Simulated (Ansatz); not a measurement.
## Single-point calculation of W

System: W (Im-3m, 1 atom in the cell).
Method: DFT PBE+D3(BJ), scalar-relativistic, plane waves, PAW, no spin polarisation (Ansatz 0.2.0).

The structure derives from an entry of the Crystallography Open Database.

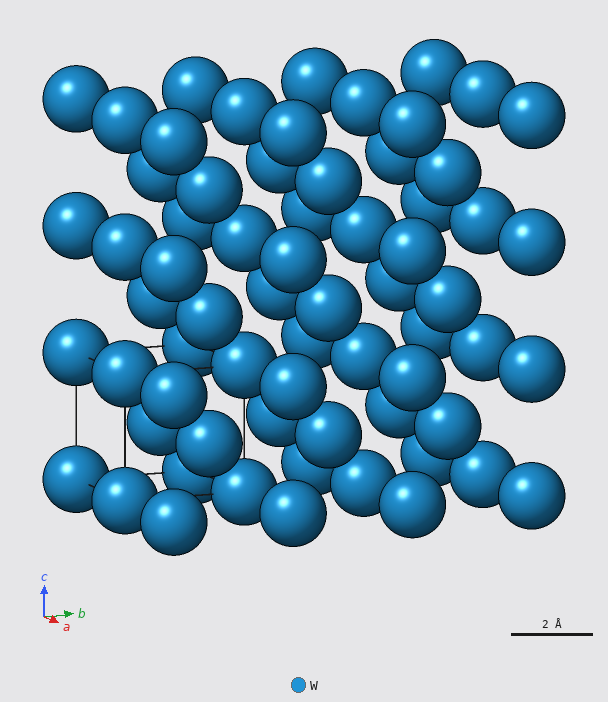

Figure 1. The input geometry (spheres-only view of the cell 2 times as large as that of the calculation, set on its symmetry axes, repeated 2 × 3 × 3, seen slightly off an axis). An atom can appear more than once, as a periodic image.

**Results in brief**

| quantity | value |
| --- | --- |
| outcome | converged |
| space group (tolerance 0.01 Å) | Im-3m (229) |
| electrons treated | 14 |
| free energy | −10385.4988 eV |
| Fermi energy | 21.711 eV |
| gap on the k-point mesh | none (metallic) |
| pressure | −9.65 GPa |
| largest force (length of the vector) | under 0.001 eV/Å |
| hardware | 8 threads of Intel Xeon @ 2.50GHz (Skylake/Cascade Lake), 189 GiB of memory available, shared host |
| wall time | 0.92 s (CPU time 1.9 s) |
| peak memory | 0.3 GiB |

**Remarks**

Spin–orbit coupling is left out, which matters for W. The cell is under a tension of 9.6 GPa at this level, so it is not at its equilibrium volume.

**The input**
```yaml
crystal:
  lattice:
    - [-1.5973, 1.5973, 1.5973]
    - [1.5973, -1.5973, 1.5973]
    - [1.5973, 1.5973, -1.5973]
  atoms:
    - { symbol: W, position: [0.0, 0.0, 0.0] }
basis:
  ecutwfc: 420
kpoints:
  mp_grid: { grid: [8, 8, 8] }
hamiltonian:
  xc: pbe
  dispersion: d3bj
scf:
  occupations: { method: gaussian, width: 0.1 }
output:
  forces: true
  stress: true
  eigenvalues: true
```

Command:
```bash
ansatz run input.yaml --threads 8 --pin off --max-ram 20480MiB --backend cpu --events-out ev --progress --plain --runs-dir out
```

**The program's output**
```
Engine: ansatz 0.2.0, x86_64-unknown-linux-gnu
Pseudopotentials: kind: paw
Pseudopotential: W, paw, valence charge 14, recommended cutoff 420 eV (normal), W.paw.azcp
Functional definition: PBE
  parameter kappa = 0.804
  parameter beta = 0.06672455060314922
  exchange = pbe_x(kappa = kappa, mu = beta*pi^2/3)
  correlation = pbe_c(beta = beta)
Crystal: 1 atoms, lattice volume = 16.301 Å³
Basis set: ecut = 420 eV, 321 PW (Γ), exchange–correlation on 40×40×40 points (8 copies of the dense FFT grid, shifted against one another)
Bands: 11, of which v1, the nominal top of the filled ones, is band 7 counted from 1 (6 counted from 0)
Symmetry: 48 space group operations
Space group: Im-3m (ITA 229), of the structure as read, at distance tolerance 2.5e-5 Å
k-points: 29 of 512
Non-local potential: W, projectors of the file, l = 0: 3, l = 1: 2, l = 2: 2, l = 3: 1
PAW form: soft (Blöchl's): semilocal exchange-correlation on the pseudo side does not see the compensation charge
PAW one-centre angular grid: W, 590 points (default); XC on 64 Gauss nodes
Initial density: superposition of atomic densities (neutral atoms: chi_scale 0, normalization atom), corrected by the library's trained network
Initial wavefunctions: pseudopotential atomic-orbital guess
Functional: x = pbe(κ = 0.804, μ = 0.2195149727645171), c = pbe(β = 0.06672455060314922)
SCF iter   1: F=—  HF=-10385.499068 eV  |F-HF|=—  |Δ(HF+E_count)|=         —  Δρ=2.40e-3  dr2=2.63e-4  ethr=1.77e-3  ⟨swp⟩=5.0  Hψ=1689  notcnv=0
preconditioner: auto → none  [insulator: Δε(μ)=0.572 eV  Ē_g=8.801 eV  σ=0.100 eV  W_gap=1.00  n_scr=0 (ndim 8)  ℏωp=22.5 eV  f_vac=0.000  D(μ)=0.00/eV (n_scr^D=0)  ε∞_Penn≈7.6]
SCF iter   2: F=—  HF=-10385.498809 eV  |F-HF|=—  |Δ(HF+E_count)|=   2.59e-4  Δρ=1.19e-3  dr2=5.31e-5  ethr=1.88e-6  ⟨swp⟩=2.6  Hψ=700  notcnv=0
SCF iter   3: F=—  HF=-10385.498833 eV  |F-HF|=—  |Δ(HF+E_count)|=   2.33e-5  Δρ=1.28e-4  dr2=1.74e-6  ethr=3.80e-7  ⟨swp⟩=3.0  Hψ=489  notcnv=0
SCF iter   4: F=—  HF=-10385.498832 eV  |F-HF|=—  |Δ(HF+E_count)|=   7.45e-8  Δρ=9.10e-5  dr2=1.09e-6  ethr=1.24e-8  ⟨swp⟩=2.0  Hψ=518  notcnv=0
SCF iter   5: F=—  HF=-10385.498832 eV  |F-HF|=—  |Δ(HF+E_count)|=   4.37e-7  Δρ=3.60e-5  dr2=1.70e-7  ethr=7.80e-9  ⟨swp⟩=2.8  Hψ=491  notcnv=0
SCF iter   6: F=-10385.498832 eV  HF=-10385.498832 eV  |F-HF|=5.44e-9  |Δ(HF+E_count)|=   7.70e-8  Δρ=6.99e-6  dr2=6.48e-9  ethr=7.14e-10  ⟨swp⟩=4.9  Hψ=1189  notcnv=0
SCF 1 converged in 6 iterations: F = -10385.498832 eV  dr2 = 6.48e-9
  greatest PAW one-centre occupation: 1.000 electrons in one spin orbital (limit 2), on the W atom at site 0 (counted from 0), in its partial waves of l = 0
SCF converged after 6 iterations
Free energy (F): -10385.498832 eV
Harris-Foulkes:  -10385.498832 eV  (|F-HF|=5.44e-9)
Internal energy: -10385.498830 eV  (E = F + TS)
E sigma→0 (E₀):  -10385.498831 eV
Entropy (-TS):   -0.000002 eV (-0.002 meV/atom)
Fermi energy:    21.711247 eV
--- Per-component energies (eV) ---
  E_band       = -90.951755
  E_kinetic    = 449.021726
  E_local      = -617.990721  (includes V_loc(G=0)·N_el)
  E_nonlocal   = 0.202784
  E_hartree    = 220.528129
  E_xc         = -266.665817
  E_vxc        = -238.422955  (∫ρ·V_xc dr)
  E_paw        = -8562.343942  (= ΣΔE_a)
  E_vpaw       = -124.816472  (= ΣTr[D̂ρ^β])
  E_aug_tail   = -0.000067  (compensation charges beyond the density's cutoff)
  E_ewald      = -1607.575222
  E_disp       = -0.675699  (pairwise vdW)
  E_smearing   = -0.000002  (= −TS)
  E_closure    = 0.000000  (closes the sum)
  Σ components = -10385.498832   (vs F -10385.498832, Δ=0.00e0)
--- Forces (eV/Å), atoms counted from 1 ---
  atom   1  W     -0.00000000     0.00000000     0.00000000
  max |Σ_I F_I| component: 1.52e-31 eV/Å
--- Stress (GPa, compression-positive) ---
       -9.649576      -0.000000      -0.000000
       -0.000000      -9.649576       0.000000
       -0.000000      -0.000000      -9.649576
  P = ⅓ Tr σ = -9.6496 GPa (-96.496 kbar)
--- Band table (eV; the first three rows and the last of 29) ---
  k-point 0: bands = ["-52.2229", "-15.8630", "-15.8630", "-15.8630", "12.4415", "20.7272", "20.7272", "20.7272", "24.1030", "24.1030", "36.3609"]
  k-point 1: bands = ["-52.2056", "-16.0471", "-15.9211", "-15.8638", "13.1489", "20.3189", "20.5892", "21.4264", "23.5893", "24.1224", "36.8681"]
  k-point 2: bands = ["-52.1635", "-16.4740", "-16.0588", "-15.8658", "14.8046", "19.4672", "20.1214", "23.3976", "23.4990", "24.2928", "36.4960"]
  k-point 28: bands = ["-52.0146", "-16.6910", "-16.6910", "-16.6910", "16.2994", "16.2994", "26.8798", "26.8798", "26.8798", "29.9406", "29.9406"]
```

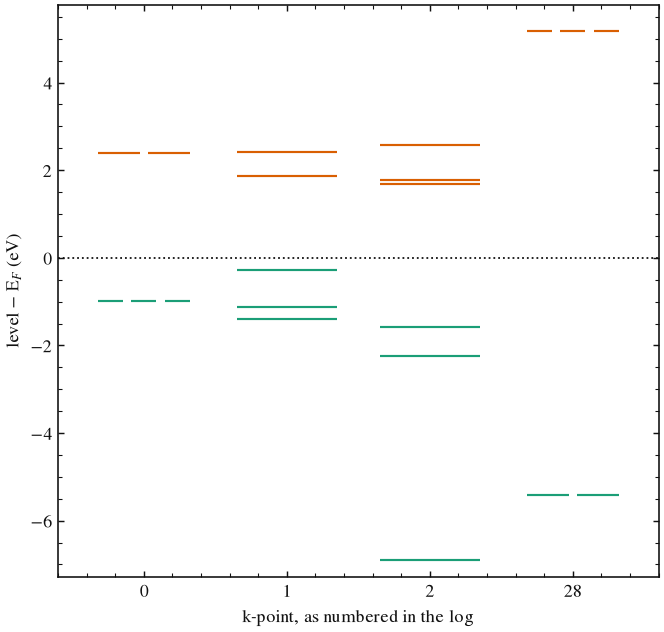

Figure 2. Kohn–Sham levels near the Fermi level (dotted) at the few k-points that the log prints; levels within 0.02 eV of each other stand side by side. The system is metallic on the full mesh.
